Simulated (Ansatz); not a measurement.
# What a change does: single-point calculation on Al2Ru

System: Al2Ru (I4/mmm, 3 atoms in the cell).
Method of run 1: DFT PBEsol, scalar-relativistic, plane waves, PAW, no spin polarisation (Ansatz 0.2.0).

The structure derives from a Materials Project entry. Text and figures count atoms from 1; the logs count them from 0 in places.

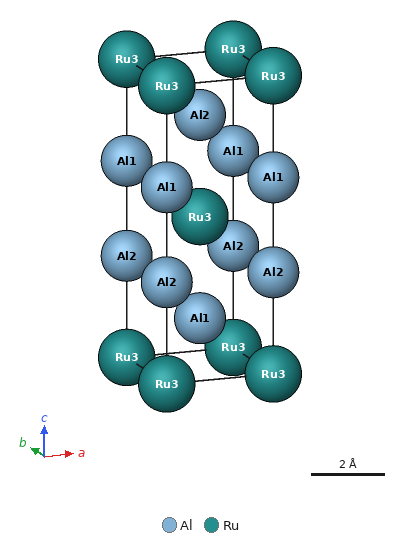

Figure 1. The structure (spheres-only view of the cell 2 times as large as that of the calculation, set on its symmetry axes, seen slightly off an axis; atoms are numbered from 1 in the order of the input).

### The input, run 1
```yaml
crystal:
  lattice:
    - [-1.56042162, 1.56042162, 4.22180559]
    - [1.56042162, -1.56042162, 4.22180559]
    - [1.56042162, 1.56042162, -4.22180559]
  atoms:
    - { symbol: Al, position: [0.65920219, 0.65920219, 0.0] }
    - { symbol: Al, position: [0.34079781, 0.34079781, 0.0] }
    - { symbol: Ru, position: [0.0, 0.0, 0.0] }
basis:
  ecutwfc: 420
kpoints:
  mp_grid: { grid: [8, 8, 8] }
hamiltonian:
  xc: pbesol
scf:
  occupations: { method: gaussian, width: 0.1 }
output:
  forces: true
  stress: true
  eigenvalues: true
```

Launched with:
```bash
ansatz run input.yaml --threads 1 --pin off --max-ram 2560MiB --backend cpu --events-out ev --progress --plain --runs-dir out
```

Hardware: 1 thread of Intel Xeon (Granite Rapids), 192 GiB of memory available, shared host.

### Output, shortened to warnings, some set-up lines, iterations and results (run 1)
```
Basis set: ecut = 420 eV, 795 PW (Γ), FFT grids on a1+a3, a2+a3, a3, exchange–correlation on 48×48×64 points (8 copies of the dense FFT grid, shifted against one another)
Symmetry: 16 space group operations
k-points: 59 of 512
Initial density: superposition of atomic densities (neutral atoms: chi_scale 0, normalization atom), corrected by the library's trained network
[...]
SCF iter   1: F=—  HF=-6867.579457 eV  |F-HF|=—  |Δ(HF+E_count)|=         —  Δρ=8.18e-3  dr2=3.50e-2  ethr=1.77e-3  ⟨swp⟩=5.2  Hψ=4763  notcnv=0
SCF iter   2: F=—  HF=-6867.573388 eV  |F-HF|=—  |Δ(HF+E_count)|=   6.07e-3  Δρ=2.02e-3  dr2=1.62e-3  ethr=1.59e-4  ⟨swp⟩=1.0  Hψ=1367  notcnv=0
SCF iter   3: F=—  HF=-6867.573095 eV  |F-HF|=—  |Δ(HF+E_count)|=   2.93e-4  Δρ=5.16e-4  dr2=6.66e-5  ethr=7.38e-6  ⟨swp⟩=2.3  Hψ=1276  notcnv=0
SCF iter   4: F=—  HF=-6867.573089 eV  |F-HF|=—  |Δ(HF+E_count)|=   5.81e-6  Δρ=4.30e-5  dr2=4.64e-7  ethr=3.03e-7  ⟨swp⟩=1.9  Hψ=1115  notcnv=0
SCF iter   5: F=-6867.573089 eV  HF=-6867.573089 eV  |F-HF|=4.21e-9  |Δ(HF+E_count)|=   3.60e-8  Δρ=8.94e-6  dr2=1.66e-8  ethr=2.11e-9  ⟨swp⟩=2.1  Hψ=1489  notcnv=0
SCF iter   6: F=-6867.573089 eV  HF=-6867.573089 eV  |F-HF|=1.61e-9  |Δ(HF+E_count)|=  9.15e-10  Δρ=2.00e-6  dr2=2.37e-9  ethr=7.57e-11  ⟨swp⟩=2.0  Hψ=2920  notcnv=0
SCF 1 converged in 6 iterations: F = -6867.573089 eV  dr2 = 2.37e-9
SCF converged after 6 iterations
Free energy (F): -6867.573089 eV
Harris-Foulkes:  -6867.573089 eV  (|F-HF|=1.61e-9)
Internal energy: -6867.571558 eV  (E = F + TS)
E sigma→0 (E₀):  -6867.572323 eV
Entropy (-TS):   -0.001531 eV (-0.510 meV/atom)
Fermi energy:    14.045295 eV
--- Per-component energies (eV) ---
  E_band       = -145.707552
  E_kinetic    = 566.636201
  E_local      = -2145.396246  (includes V_loc(G=0)·N_el)
  E_nonlocal   = 366.023598
  E_hartree    = 799.224625
  E_xc         = -271.102731
  E_vxc        = -300.656727  (∫ρ·V_xc dr)
  E_paw        = -4309.864780  (= ΣΔE_a)
  E_vpaw       = -230.764116  (= ΣTr[D̂ρ^β])
  E_aug_tail   = -0.000193  (compensation charges beyond the density's cutoff)
  E_ewald      = -1873.383606
  E_core_change = 0.291574  (= ΣΔE_core)
  E_smearing   = -0.001531  (= −TS)
  E_closure    = 0.000000  (closes the sum)
  Σ components = -6867.573089   (vs F -6867.573089, Δ=0.00e0)
--- Forces (eV/Å), atoms counted from 1 ---
  atom   1  Al     0.00000000     0.00000000    -0.06313711
  atom   2  Al    -0.00000000     0.00000000     0.06313711
  atom   3  Ru     0.00000000     0.00000000     0.00000000
  max |Σ_I F_I| component: 2.78e-17 eV/Å
--- Stress (GPa, compression-positive) ---
       -0.175422       0.000000      -0.000000
        0.000000      -0.175422      -0.000000
       -0.000000      -0.000000      -0.945370
  P = ⅓ Tr σ = -0.4321 GPa (-4.321 kbar)
```

For run 2 the input was changed thus:
```diff
-  mp_grid: { grid: [8, 8, 8] }
+  mp_grid: { grid: [18, 18, 18] }
+  populations: true
```

How does run 2 compare with run 1?

The free energy of run 2 is 0.07 meV per atom higher, which measures how much it depends on this numerical setting. The number of SCF iterations is the same. The irreducible k-points go from 59 to 480.

### Output, shortened to warnings, some set-up lines, iterations and results (run 2)
```
Basis set: ecut = 420 eV, 795 PW (Γ), FFT grids on a1+a3, a2+a3, a3, exchange–correlation on 48×48×64 points (8 copies of the dense FFT grid, shifted against one another)
Symmetry: 16 space group operations
k-points: 480 of 5832
Initial density: superposition of atomic densities (neutral atoms: chi_scale 0, normalization atom), corrected by the library's trained network
[...]
SCF iter   1: F=—  HF=-6867.580005 eV  |F-HF|=—  |Δ(HF+E_count)|=         —  Δρ=8.46e-3  dr2=3.77e-2  ethr=1.77e-3  ⟨swp⟩=5.2  Hψ=38971  notcnv=0
SCF iter   2: F=—  HF=-6867.574427 eV  |F-HF|=—  |Δ(HF+E_count)|=   5.58e-3  Δρ=3.67e-3  dr2=7.66e-3  ethr=1.72e-4  ⟨swp⟩=1.0  Hψ=11040  notcnv=0
SCF iter   3: F=—  HF=-6867.572946 eV  |F-HF|=—  |Δ(HF+E_count)|=   1.48e-3  Δρ=7.17e-4  dr2=2.50e-4  ethr=3.48e-5  ⟨swp⟩=2.4  Hψ=10399  notcnv=0
SCF iter   4: F=—  HF=-6867.572871 eV  |F-HF|=—  |Δ(HF+E_count)|=   7.45e-5  Δρ=1.13e-4  dr2=4.75e-6  ethr=1.14e-6  ⟨swp⟩=2.5  Hψ=12014  notcnv=0
SCF iter   5: F=—  HF=-6867.572873 eV  |F-HF|=—  |Δ(HF+E_count)|=   1.70e-6  Δρ=3.37e-5  dr2=5.40e-7  ethr=2.16e-8  ⟨swp⟩=2.1  Hψ=11178  notcnv=0
SCF iter   6: F=-6867.572873 eV  HF=-6867.572873 eV  |F-HF|=4.91e-9  |Δ(HF+E_count)|=   1.15e-7  Δρ=6.31e-6  dr2=1.19e-8  ethr=4.55e-10  ⟨swp⟩=5.0  Hψ=32164  notcnv=0
SCF 1 converged in 6 iterations: F = -6867.572873 eV  dr2 = 1.19e-8
SCF converged after 6 iterations
Free energy (F): -6867.572873 eV
Harris-Foulkes:  -6867.572873 eV  (|F-HF|=4.91e-9)
Internal energy: -6867.571627 eV  (E = F + TS)
E sigma→0 (E₀):  -6867.572250 eV
Entropy (-TS):   -0.001246 eV (-0.415 meV/atom)
Fermi energy:    14.019103 eV
--- Per-component energies (eV) ---
  E_band       = -145.790648
  E_kinetic    = 566.615591
  E_local      = -2145.287968  (includes V_loc(G=0)·N_el)
  E_nonlocal   = 366.011954
  E_hartree    = 799.141664
  E_xc         = -271.101411
  E_vxc        = -300.654916  (∫ρ·V_xc dr)
  E_paw        = -4309.859232  (= ΣΔE_a)
  E_vpaw       = -230.754624  (= ΣTr[D̂ρ^β])
  E_aug_tail   = -0.000193  (compensation charges beyond the density's cutoff)
  E_ewald      = -1873.383606
  E_core_change = 0.291574  (= ΣΔE_core)
  E_smearing   = -0.001246  (= −TS)
  E_closure    = 0.000000  (closes the sum)
  Σ components = -6867.572873   (vs F -6867.572873, Δ=0.00e0)
--- Forces (eV/Å), atoms counted from 1 ---
  atom   1  Al    -0.00000000     0.00000000    -0.04891818
  atom   2  Al     0.00000000    -0.00000000     0.04891818
  atom   3  Ru    -0.00000000    -0.00000000    -0.00000000
  max |Σ_I F_I| component: 1.39e-17 eV/Å
--- Stress (GPa, compression-positive) ---
       -0.194029       0.000000      -0.000000
        0.000000      -0.194029      -0.000000
        0.000000      -0.000000      -0.900368
  P = ⅓ Tr σ = -0.4295 GPa (-4.295 kbar)
--- Löwdin populations: 3 sites ---
  site symbol       q [e]
     0     Al      2.9431
     1     Al      2.9431
     2     Ru     15.9792
  spilling = 0.006117 (of n_electrons = 22.000000)
```

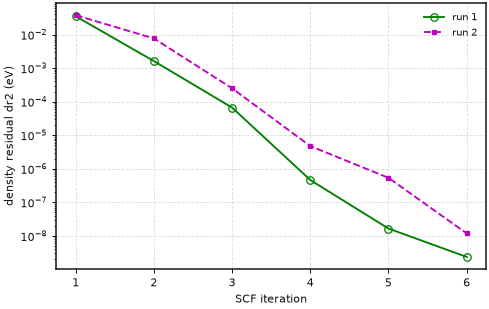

Figure 2. Convergence of the two runs: density residual dr2 against the SCF iteration. Run 1 takes 6 iterations in all, and run 2 takes 6.

### The two runs side by side

| quantity | run 1 | run 2 |
| --- | --- | --- |
| outcome | converged | converged |
| free energy per atom (eV) | −2289.1910 | −2289.1910 |
| energy per atom, smearing taken to zero (eV) | −2289.1908 | −2289.1907 |
| gap on the mesh (eV) | 0.00 | 0.00 |
| pressure (GPa) | −0.43 | −0.43 |
| largest force (eV/Å) | 0.063 | 0.049 |
| SCF iterations | 6 | 6 |
| irreducible k-points | 59 | 480 |
| plane waves at Γ | 795 | 795 |
| wall time (shared host) | 1.1 s | 8.6 s |
